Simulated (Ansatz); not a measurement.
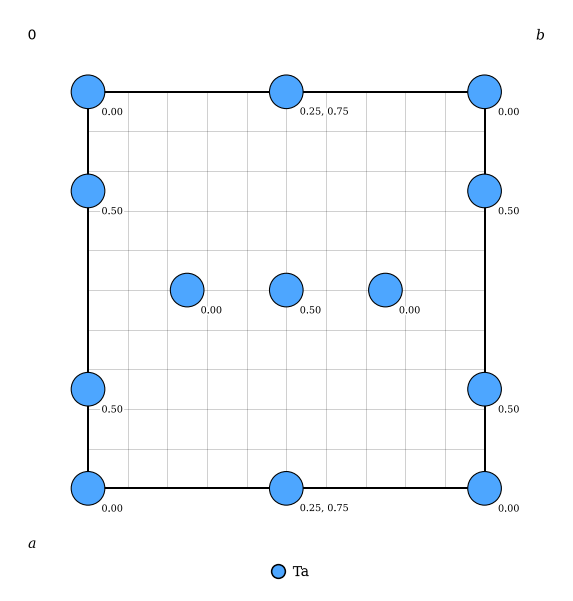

Plan of a unit cell projected along c (a down the page, b across); the numbers are heights as fractions of c, and atoms on the cell's edges are repeated. The grid marks tenths of a and b. Source: the input geometry of an electronic-structure calculation (not necessarily at equilibrium); the starting structure was generated, so it need not be a known form of this composition. Geometry calculated from the standardised cell; symmetry tolerance 0.002 Å.

a = 5.252 Å, b = 5.252 Å, c = 5.252 Å, α = 90.00°, β = 90.00°, γ = 90.00°.

### What does the cell contain?

8 Ta: Ta, Z = 8.

### Which space group?

No. 223, Pm-3n, primitive cubic.

### Give the independent sites, coordinates to two places.

```csv
atom,site,symmetry,x,y,z
Ta,2a,m-3.,0.00,0.00,0.00
Ta,6c,-4m.2,0.25,0.00,0.50
```
